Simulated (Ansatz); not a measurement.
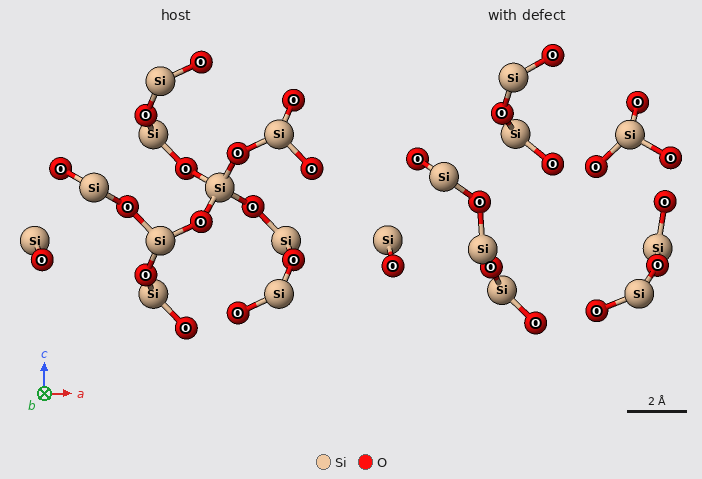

Left: perfect SiO$_{2}$. Right: the same region with a pair of point defects, after relaxing the atoms in a supercell of 72 sites. A ball-and-stick model of the atoms within 5.4 Å of one point, in a slice 4.2 Å thick across the line of sight, seen along the b axis.

The calculation used DFT, PBEsol, PAW, plane waves (Ansatz). Settings: plane-wave cutoff 420 eV; k-point mesh 1 × 1 × 1; mesh shifted by (0.25, 0.25, 0.25); collinear spin. Fermi-Dirac smearing of 0.01 eV. The axes drawn are those of the host's conventional cell.

What kind of defect was made?

Answer. A silicon atom is taken out (a vacancy) and an oxygen atom is taken out (a vacancy), the two sites 3.6 Å apart.

The charge state of the cell is 0.

How does the lattice respond?

Answer. Around the empty Si site the host had 4 O at 1.62 Å; after relaxation the nearest atoms are 1 O at 1.13 Å. Around the empty O site the host had 2 Si at 1.62 Å; after relaxation the nearest atoms are 1 Si at 1.50 Å. Of the host's atoms, an oxygen atom moves furthest from its site, by 2.75 Å. The cell's net moment is 2.00 μB.
